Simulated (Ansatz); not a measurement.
Geometry relaxation of Ni (part 2 of 2)

Continued. System: Ni (1 atom in the cell). Method: DFT, PBE, plane waves, PAW, Ueff = 8 eV on Ni d (Ansatz 0.2.0); cutoff 420 eV, 21×21×21 k-mesh, Fermi–Dirac smearing of 0.05 eV, collinear spins. The structure was built on a prototype by a generator; it need not be a known phase. The run did not end well.

Geometry of the input (Å; fractional positions):
```
0.0000  1.7597  1.7597
1.7597  0.0000  1.7597
1.7597  1.7597  0.0000
Ni 0.0000  0.0000  0.0000
```

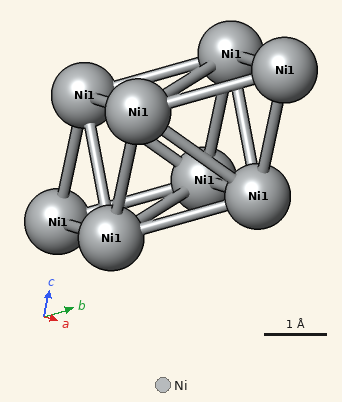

The geometry at step 3 of the log (ball-and-stick view of the cell of the calculation, seen slightly off an axis; atoms are numbered from 1 in the order of the input).

What the program printed, continued:
```
SCF iter   1: F=—  HF=-5840.014886 eV  |F-HF|=—  |Δ(HF+E_count)|=         —  Δρ=7.31e-4 (↑7.31e-4 ↓6.71e-4)  dr2=4.23e-6  dr2_m=5.54e-6  M=0.945 μB ∫|m|=1.085 μB  β_m=0.30  ethr=2.95e-7  ⟨swp⟩=2.1  Hψ=58840  notcnv=0
preconditioner: auto → none  [metal: Δε(μ)=0.007 eV  Ē_g=16.546 eV  σ=0.050 eV  W_gap=0.04  n_scr=0 (ndim 8)  ℏωp=34.8 eV  f_vac=0.000  D(μ)=1.10/eV (n_scr^D=14)]
SCF iter   2: F=—  HF=-5840.015236 eV  |F-HF|=—  |Δ(HF+E_count)|=   3.50e-4  Δρ=5.12e-4 (↑5.12e-4 ↓4.69e-4)  dr2=2.07e-6  dr2_m=2.72e-6  M=0.945 μB ∫|m|=1.085 μB  β_m=0.65  ethr=2.35e-8  ⟨swp⟩=1.0  Hψ=8016  notcnv=0
SCF iter   3: F=—  HF=-5840.015565 eV  |F-HF|=—  |Δ(HF+E_count)|=   3.29e-4  Δρ=1.04e-5 (↑3.38e-6 ↓1.04e-5)  dr2=8.03e-9  dr2_m=1.81e-9  M=0.945 μB ∫|m|=1.085 μB  β_m=0.65  ethr=1.15e-8  ⟨swp⟩=1.0  Hψ=8010  notcnv=0
SCF iter   4: F=—  HF=-5840.015565 eV  |F-HF|=—  |Δ(HF+E_count)|=   1.15e-8  Δρ=1.12e-5 (↑1.05e-5 ↓1.12e-5)  dr2=2.98e-8  dr2_m=3.82e-11  M=0.945 μB ∫|m|=1.085 μB  β_m=0.65  ethr=4.46e-11  ⟨swp⟩=2.0  Hψ=13261  notcnv=0
SCF iter   5: F=—  HF=-5840.015565 eV  |F-HF|=—  |Δ(HF+E_count)|=   6.39e-9  Δρ=2.69e-6 (↑6.04e-7 ↓2.69e-6)  dr2=2.58e-10  dr2_m=2.59e-10  M=0.945 μB ∫|m|=1.085 μB  β_m=0.83  ethr=4.46e-11  ⟨swp⟩=2.7  Hψ=13349  notcnv=0
SCF iter   6: F=—  HF=-5840.015565 eV  |F-HF|=—  |Δ(HF+E_count)|=  1.23e-10  Δρ=7.23e-7 (↑9.84e-8 ↓7.23e-7)  dr2=4.41e-11  dr2_m=1.24e-11  M=0.945 μB ∫|m|=1.085 μB  β_m=0.91  ethr=1.43e-12  ⟨swp⟩=1.6  Hψ=9664  notcnv=0
SCF iter   7: F=-5840.015565 eV  HF=-5840.015565 eV  |F-HF|=9.09e-13  |Δ(HF+E_count)|=  4.55e-12  Δρ=6.14e-8 (↑3.21e-8 ↓6.14e-8)  dr2=5.17e-13  dr2_m=2.80e-14  M=0.945 μB ∫|m|=1.085 μB  ethr=1.00e-12  ⟨swp⟩=4.7  Hψ=27590  notcnv=0
SCF 5 converged in 7 iterations: F = -5840.015565 eV  dr2 = 5.17e-13
relax step   5: F+E_penalty+E_count = -5840.01556484 eV  Δ(F+E_penalty+E_count) = -1.670e-4 eV  max|allowed force component| = 0.000e0 eV/Å  Δτ_max = 0.0000 Å  P = -0.009 GPa  Ω = 11.369 Å³  stress off target by 8.94e-3 GPa  SCF on the basis re-selected at this cell (its energy is not comparable with the rows above)  (7 SCF iters)
basis re-selected at this cell: Δ(F+E_penalty+E_count) = -1.670e-4 eV, ΔP = -0.008 GPa vs the last step (what re-selecting the basis moved, of the pressure what is left beyond the Pulay correction that the steps carried, after the strain that the cell walked since its last selection, with what the two solves' SCF thresholds leave and, on support functions, any second-order correction that the steps lacked; it is no measure of the basis error at this ecutwfc). This SCF's stress stands 8.94e-3 GPa from its target on what of the cell is left free (relax.cell.stress_tol is 5.00e-2 GPa) and its largest allowed force component is 0.00e0 eV/Å (relax.f_tol is 5.00e-3 eV/Å): within both
SCF converged after 7 iterations
Magnetization: 0.9447 μB (9.4723 up, 8.5277 down)
Absolute magnetization: 1.0849 μB (∫|ρ↑−ρ↓|, with the PAW one-centre terms)
Spin contamination: 0.0399 ħ² per cell (⟨S²⟩ above its minimum at these occupations)
Per-site moments (μB) at R_I (Å): [(1.0007786064508573, 1.04112141638413)]
Free energy (F): -5840.015565 eV
Harris-Foulkes:  -5840.015565 eV  (|F-HF|=9.09e-13)
Internal energy: -5840.006465 eV  (E = F + TS)
E sigma→0 (E₀):  -5840.011015 eV
Entropy (-TS):   -0.009100 eV (-9.100 meV/atom)
Fermi energy:    17.914246 eV
--- Per-component energies (eV) ---
  E_band       = -305.160651
  E_kinetic    = 279.894689
  E_local      = -3501.390072  (includes V_loc(G=0)·N_el)
  E_nonlocal   = 633.685516
  E_hartree    = 1456.946776
  E_xc         = -84.501068
  E_vxc        = -108.936317  (∫ρ·V_xc dr)
  E_hubbard    = -0.548409  (on-site DFT+U / exact-exchange correction)
  E_vhub       = -1.096818  (the Hubbard potential's part of the band-sum identity)
  E_paw        = -1627.688330  (= ΣΔE_a)
  E_vpaw       = -521.211735  (= ΣTr[D̂ρ^β])
  E_aug_tail   = 0.000478  (compensation charges beyond the density's cutoff)
  E_ewald      = -2996.406045
  E_smearing   = -0.009100  (= −TS)
  E_closure    = -0.000000  (closes the sum)
  Σ components = -5840.015565   (vs F -5840.015565, Δ=0.00e0)
DFT+U double counting: amf (around mean field; hamiltonian.hubbard.double_counting)
--- Forces (eV/Å), atoms counted from 1 ---
  atom   1  Ni     0.00000000     0.00000000     0.00000000
  max |Σ_I F_I| component: 9.86e-32 eV/Å
--- Stress (GPa, compression-positive) ---
       -0.008937      -0.000000      -0.000000
       -0.000000      -0.008937      -0.000000
        0.000000      -0.000000      -0.008937
  P = ⅓ Tr σ = -0.0089 GPa (-0.089 kbar)
Occupation matrices written to [file]
--- The result so far, ahead of a search for a lower minimum behind the relaxation; the run's own can be another ---
--- Relaxed structure (4 steps of the walk, 4 accepted, 1 SCFs on fresh bases) ---
  F+E_penalty+E_count = -5840.01556484 eV   max|allowed force component| = 0.000e0 eV/Å   (the final SCF, on the basis selected at the relaxed cell)
  cell:  # Å, volume = 11.3689 Å³
    - [-2.36855028023377e-35, 1.7846885177303309, 1.7846885177303309]
    - [1.7846885177303309, 1.172333487187802e-34, 1.7846885177303309]
    - [1.7846885177303309, 1.7846885177303309, 1.99037970034984e-35]
  atoms:
    - { symbol: Ni, position: [0.0, 0.0, 0.0] }
--- Search for a lower minimum behind the relaxation: the rows below count on from the relaxation's ---
iter 1 solved again at ethr=4.57e-4 eV; its pass at ethr=3.10e-3 eV (dr2=8.23e-2 eV) is discarded
SCF iter   1: F=—  HF=-5839.685735 eV  |F-HF|=—  |Δ(HF+E_count)|=         —  Δρ=3.82e-2 (↑1.41e-2 ↓3.82e-2)  dr2=8.06e-2  dr2_m=4.39e-2  M=0.709 μB ∫|m|=0.751 μB  β_m=0.30  ethr=4.57e-4  ⟨swp⟩=1.0  Hψ=54794  notcnv=0
preconditioner: auto → none  [metal: Δε(μ)=0.006 eV  Ē_g=16.264 eV  σ=0.050 eV  W_gap=0.03  n_scr=0 (ndim 8)  ℏωp=34.8 eV  f_vac=0.000  D(μ)=1.89/eV (n_scr^D=26)]
SCF iter   2: F=—  HF=-5839.721919 eV  |F-HF|=—  |Δ(HF+E_count)|=   3.62e-2  Δρ=2.04e-2 (↑1.37e-2 ↓2.04e-2)  dr2=7.04e-3  dr2_m=2.05e-2  M=0.719 μB ∫|m|=0.773 μB  β_m=0.30  ethr=4.48e-4  ⟨swp⟩=2.6  Hψ=13190  notcnv=0
SCF iter   3: F=—  HF=-5839.772907 eV  |F-HF|=—  |Δ(HF+E_count)|=   5.10e-2  Δρ=2.24e-2 (↑6.60e-3 ↓2.24e-2)  dr2=9.74e-3  dr2_m=1.45e-2  M=0.715 μB ∫|m|=0.780 μB  β_m=0.30  ethr=3.91e-5  ⟨swp⟩=2.5  Hψ=16189  notcnv=0  defer=84
SCF iter   4: F=—  HF=-5839.827273 eV  |F-HF|=—  |Δ(HF+E_count)|=   5.44e-2  Δρ=1.21e-2 (↑7.01e-3 ↓1.21e-2)  dr2=4.11e-4  dr2_m=9.39e-3  M=0.730 μB ∫|m|=0.803 μB  β_m=1.00  ethr=3.91e-5  ⟨swp⟩=2.4  Hψ=14950  notcnv=0  defer=130
SCF iter   5: F=—  HF=-5839.874910 eV  |F-HF|=—  |Δ(HF+E_count)|=   4.76e-2  Δρ=8.23e-3 (↑4.10e-3 ↓8.23e-3)  dr2=7.86e-4  dr2_m=3.35e-3  M=0.745 μB ∫|m|=0.843 μB  β_m=1.00  ethr=2.28e-6  ⟨swp⟩=2.0  Hψ=17464  notcnv=0  defer=138
SCF iter   6: F=—  HF=-5839.910846 eV  |F-HF|=—  |Δ(HF+E_count)|=   3.59e-2  Δρ=7.72e-3 (↑2.83e-3 ↓7.72e-3)  dr2=1.66e-3  dr2_m=1.96e-3  M=0.764 μB ∫|m|=0.872 μB  β_m=1.00  ethr=2.28e-6  ⟨swp⟩=2.1  Hψ=14128  notcnv=0  defer=144
SCF iter   7: F=—  HF=-5839.938937 eV  |F-HF|=—  |Δ(HF+E_count)|=   2.81e-2  Δρ=1.05e-2 (↑4.08e-3 ↓1.05e-2)  dr2=5.35e-3  dr2_m=2.42e-3  M=0.791 μB ∫|m|=0.902 μB  β_m=1.00  ethr=2.28e-6  ⟨swp⟩=1.7  Hψ=12415  notcnv=0  defer=142
SCF iter   8: F=—  HF=-5839.959523 eV  |F-HF|=—  |Δ(HF+E_count)|=   2.06e-2  Δρ=1.12e-2 (↑3.92e-3 ↓1.12e-2)  dr2=6.92e-3  dr2_m=2.96e-3  M=0.823 μB ∫|m|=0.935 μB  β_m=1.00  ethr=2.28e-6  ⟨swp⟩=2.2  Hψ=11777  notcnv=0  defer=142
SCF iter   9: F=—  HF=-5839.974593 eV  |F-HF|=—  |Δ(HF+E_count)|=   1.51e-2  Δρ=1.05e-2 (↑4.09e-3 ↓1.05e-2)  dr2=6.68e-3  dr2_m=2.30e-3  M=0.851 μB ∫|m|=0.964 μB  β_m=1.00  ethr=2.28e-6  ⟨swp⟩=1.9  Hψ=10759  notcnv=0  defer=142
SCF iter  10: F=—  HF=-5839.985744 eV  |F-HF|=—  |Δ(HF+E_count)|=   1.12e-2  Δρ=8.76e-3 (↑3.63e-3 ↓8.76e-3)  dr2=5.12e-3  dr2_m=1.35e-3  M=0.871 μB ∫|m|=0.987 μB  β_m=1.00  ethr=2.28e-6  ⟨swp⟩=1.9  Hψ=10853  notcnv=0  defer=137
SCF iter  11: F=—  HF=-5839.993613 eV  |F-HF|=—  |Δ(HF+E_count)|=   7.87e-3  Δρ=2.98e-3 (↑1.98e-3 ↓2.98e-3)  dr2=8.47e-5  dr2_m=5.68e-4  M=0.882 μB ∫|m|=1.001 μB  β_m=1.00  ethr=2.28e-6  ⟨swp⟩=2.3  Hψ=14709  notcnv=0  defer=137
SCF iter  12: F=—  HF=-5840.000322 eV  |F-HF|=—  |Δ(HF+E_count)|=   6.71e-3  Δρ=3.40e-3 (↑3.40e-3 ↓1.32e-3)  dr2=3.33e-4  dr2_m=4.68e-4  M=0.892 μB ∫|m|=1.014 μB  β_m=0.30  ethr=4.71e-7  ⟨swp⟩=2.0  Hψ=13893  notcnv=0  defer=135
Mixer restart at iter 12: flushing history
spin-set hold released at iteration 12 (site moments contracting): the magnetisation degrees of freedom join the quasi-Newton model from the next iteration; the mixer history was flushed
SCF iter  13: F=—  HF=-5840.005640 eV  |F-HF|=—  |Δ(HF+E_count)|=   5.32e-3  Δρ=4.58e-3 (↑2.89e-3 ↓4.58e-3)  dr2=2.50e-4  dr2_m=1.41e-3  M=0.905 μB ∫|m|=1.028 μB  β_m=0.65  ethr=4.71e-7  ⟨swp⟩=2.0  Hψ=13572  notcnv=0  defer=133
SCF iter  14: F=—  HF=-5840.012209 eV  |F-HF|=—  |Δ(HF+E_count)|=   6.57e-3  Δρ=5.09e-3 (↑5.09e-3 ↓3.33e-3)  dr2=2.04e-4  dr2_m=1.82e-3  M=0.919 μB ∫|m|=1.047 μB  β_m=0.35  ethr=4.71e-7  ⟨swp⟩=2.0  Hψ=15163  notcnv=0  defer=133
SCF iter  15: F=—  HF=-5840.014676 eV  |F-HF|=—  |Δ(HF+E_count)|=   2.47e-3  Δρ=4.72e-3 (↑1.71e-3 ↓4.72e-3)  dr2=6.15e-4  dr2_m=1.06e-3  M=0.933 μB ∫|m|=1.065 μB  β_m=0.70  ethr=4.71e-7  ⟨swp⟩=2.0  Hψ=14960  notcnv=0  defer=140
SCF iter  16: F=—  HF=-5840.015562 eV  |F-HF|=—  |Δ(HF+E_count)|=   8.86e-4  Δρ=3.79e-4 (↑3.79e-4 ↓2.20e-4)  dr2=1.65e-6  dr2_m=9.35e-6  M=0.944 μB ∫|m|=1.083 μB  β_m=0.85  ethr=4.71e-7  ⟨swp⟩=2.0  Hψ=14246  notcnv=0  defer=157
SCF iter  17: F=—  HF=-5840.015565 eV  |F-HF|=—  |Δ(HF+E_count)|=   2.91e-6  Δρ=7.93e-5 (↑7.93e-5 ↓5.97e-5)  dr2=9.97e-7  dr2_m=7.90e-8  M=0.945 μB ∫|m|=1.085 μB  β_m=0.93  ethr=9.15e-9  ⟨swp⟩=2.1  Hψ=11418  notcnv=0  defer=168
SCF iter  18: F=-5840.015565 eV  HF=-5840.015565 eV  |F-HF|=6.93e-9  |Δ(HF+E_count)|=   7.26e-8  Δρ=6.70e-6 (↑4.66e-6 ↓6.70e-6)  dr2=5.95e-9  dr2_m=6.42e-10  M=0.945 μB ∫|m|=1.085 μB  ethr=5.56e-10  ⟨swp⟩=2.0  Hψ=23097  notcnv=0
SCF 1 converged in 18 iterations: F = -5840.015565 eV  dr2 = 5.95e-9
Symmetry: 12 space group operations
k-points: 891 of 9261
Initial density: read from a saved state, or passed on in memory by an earlier SCF of this step, an earlier step, the calling program or the single point that the run made first
SCF iter   1: F=—  HF=-5841.068309 eV  |F-HF|=—  |Δ(HF+E_count)|=         —  Δρ=1.47e-1 (↑2.55e-3 ↓1.47e-1)  dr2=5.55e-1  dr2_m=5.66e-1  M=0.914 μB ∫|m|=0.937 μB  ethr=5.56e-6  ⟨swp⟩=1.2  Hψ=191783  notcnv=0
preconditioner: auto → none  [metal: Δε(μ)=0.016 eV  Ē_g=17.261 eV  σ=0.050 eV  W_gap=0.08  n_scr=0 (ndim 8)  ℏωp=34.8 eV  f_vac=0.000  D(μ)=0.26/eV (n_scr^D=0)]
SCF iter   2: F=—  HF=-5841.175448 eV  |F-HF|=—  |Δ(HF+E_count)|=         —  Δρ=7.20e-3 (↑7.20e-3 ↓2.12e-3)  dr2=2.22e-3  dr2_m=1.45e-3  M=0.897 μB ∫|m|=0.913 μB  ethr=5.56e-6  ⟨swp⟩=1.5  Hψ=181248  notcnv=0
SCF iter   3: F=—  HF=-5841.174680 eV  |F-HF|=—  |Δ(HF+E_count)|=   7.68e-4  Δρ=7.38e-4 (↑2.42e-4 ↓7.38e-4)  dr2=2.56e-5  dr2_m=1.13e-5  M=0.900 μB ∫|m|=0.916 μB  ethr=5.56e-6  ⟨swp⟩=1.0  Hψ=80725  notcnv=0
SCF iter   4: F=—  HF=-5841.174655 eV  |F-HF|=—  |Δ(HF+E_count)|=   2.49e-5  Δρ=1.40e-4 (↑7.77e-5 ↓1.40e-4)  dr2=6.26e-7  dr2_m=1.01e-6  M=0.899 μB ∫|m|=0.916 μB  ethr=1.42e-7  ⟨swp⟩=1.1  Hψ=71014  notcnv=0
SCF iter   5: F=-5841.174655 eV  HF=-5841.174655 eV  |F-HF|=1.05e-9  |Δ(HF+E_count)|=   4.24e-7  Δρ=7.87e-6 (↑4.79e-6 ↓7.87e-6)  dr2=6.30e-10  dr2_m=4.03e-9  M=0.899 μB ∫|m|=0.916 μB  ethr=5.56e-10  ⟨swp⟩=1.7  Hψ=63207  notcnv=0
SCF iter   6: F=-5841.174655 eV  HF=-5841.174655 eV  |F-HF|=1.00e-9  |Δ(HF+E_count)|=  9.91e-11  Δρ=7.85e-6 (↑4.72e-6 ↓7.85e-6)  dr2=6.47e-10  dr2_m=3.97e-9  M=0.899 μB ∫|m|=0.916 μB  ethr=3.50e-12  ⟨swp⟩=1.4  Hψ=89278  notcnv=0
SCF 2 converged in 6 iterations: F = -5841.174655 eV  dr2 = 6.47e-10
iter 1 solved again at ethr=2.34e-7 eV; its pass at ethr=3.10e-3 eV (dr2=4.20e-5 eV) is discarded
SCF iter   1: F=—  HF=-5841.174655 eV  |F-HF|=—  |Δ(HF+E_count)|=         —  Δρ=7.72e-6 (↑5.03e-6 ↓7.72e-6)  dr2=5.35e-10  dr2_m=4.03e-9  M=0.899 μB ∫|m|=0.916 μB  β_m=0.30  ethr=2.34e-7  ⟨swp⟩=2.2  Hψ=184117  notcnv=0
eigensolver tolerance schedule: the retry pair's looser diagonalisation over-reported the residual by 78593.02 of it (diagonalisation noise at an unbounded share of the residual, at the tolerance the schedule requests for it); recorded, not acted on — ethr = c·dr2/N_el stays at c = 1.0e-1
preconditioner: auto → none  [metal: Δε(μ)=0.007 eV  Ē_g=17.056 eV  σ=0.050 eV  W_gap=0.03  n_scr=0 (ndim 8)  ℏωp=34.8 eV  f_vac=0.000  D(μ)=0.35/eV (n_scr^D=0)]
SCF iter   2: F=-5841.174655 eV  HF=-5841.174655 eV  |F-HF|=8.41e-10  |Δ(HF+E_count)|=   3.06e-8  Δρ=5.59e-6 (↑4.71e-6 ↓5.59e-6)  dr2=9.96e-11  dr2_m=2.69e-9  M=0.899 μB ∫|m|=0.916 μB  ethr=2.97e-12  ⟨swp⟩=4.0  Hψ=73620  notcnv=0
SCF 3 converged in 2 iterations: F = -5841.174655 eV  dr2 = 9.96e-11
Symmetry: 4 space group operations
k-points: 2431 of 9261
Initial wavefunctions: those read from a saved state, or passed on in memory by an earlier step or the calling program
iter 1 solved again at ethr=1.00e-12 eV; its pass at ethr=5.56e-6 eV (dr2=9.96e-11 eV) is discarded
SCF iter   1: F=—  HF=-5841.174655 eV  |F-HF|=—  |Δ(HF+E_count)|=         —  Δρ=5.59e-6 (↑4.71e-6 ↓5.59e-6)  dr2=9.95e-11  dr2_m=2.69e-9  M=0.899 μB ∫|m|=0.916 μB  ethr=1.00e-12  ⟨swp⟩=1.0  Hψ=483115  notcnv=0
```

Trajectory as extended XYZ (Å, eV, eV/Å), 5 frames, from step=1 to step=5:
```
1
Lattice="0.0000 1.7597 1.7597 1.7597 0.0000 1.7597 1.7597 1.7597 0.0000" Properties=species:S:1:pos:R:3:forces:R:3 step=1 energy=-5840.00451 pressure_GPa=7.86
Ni    0.0000    0.0000    0.0000    0.0000   0.0000   0.0000
1
Lattice="0.0000 1.7712 1.7712 1.7712 0.0000 1.7712 1.7712 1.7712 0.0000" Properties=species:S:1:pos:R:3:forces:R:3 step=2 energy=-5840.01235 pressure_GPa=4.04
Ni    0.0000    0.0000    0.0000    0.0000   0.0000   0.0000
1
Lattice="0.0000 1.7837 1.7837 1.7837 0.0000 1.7837 1.7837 1.7837 0.0000" Properties=species:S:1:pos:R:3:forces:R:3 step=3 energy=-5840.01539 pressure_GPa=0.29
Ni    0.0000    0.0000    0.0000    0.0000   0.0000   0.0000
1
Lattice="0.0000 1.7847 1.7847 1.7847 0.0000 1.7847 1.7847 1.7847 0.0000" Properties=species:S:1:pos:R:3:forces:R:3 step=4 energy=-5840.01540 pressure_GPa=-0.00
Ni    0.0000    0.0000    0.0000    0.0000   0.0000   0.0000
1
Lattice="0.0000 1.7847 1.7847 1.7847 0.0000 1.7847 1.7847 1.7847 0.0000" Properties=species:S:1:pos:R:3:forces:R:3 step=5 energy=-5840.01556 pressure_GPa=-0.01
Ni    0.0000    0.0000    0.0000    0.0000   0.0000   0.0000
```

Outcome:

```tsv
quantity	value
outcome	stopped at the time limit
space group (tolerance 0.01 Å)	Fm-3m (225)
electrons treated	18
free energy	−5840.0156 eV
Fermi energy	17.914 eV
net moment of the cell	0.94 μB
integrated absolute moment	1.08 μB
pressure	−0.01 GPa
final volume	11.37 Å³
largest force (length of the vector) at the end	under 0.001 eV/Å
final cell	a = 2.524 Å, b = 2.524 Å, c = 2.524 Å, α = 60.00°, β = 60.00°, γ = 60.00°
hardware	2 threads of Intel Xeon @ 2.90GHz (Ice Lake), 32 GiB of memory available, shared host
wall time	2.2 min (CPU time 4 min)
peak memory	2.1 GiB
```

Settings chosen away from the usual ones: scf.initial_density.chi_scale = 0.1, hamiltonian.hubbard = {"sites": [{"species": "Ni", "l": "d", "u_eff": 8.0}], "double_counting": "amf"}. The run was cut off by its time limit, so the output is incomplete.
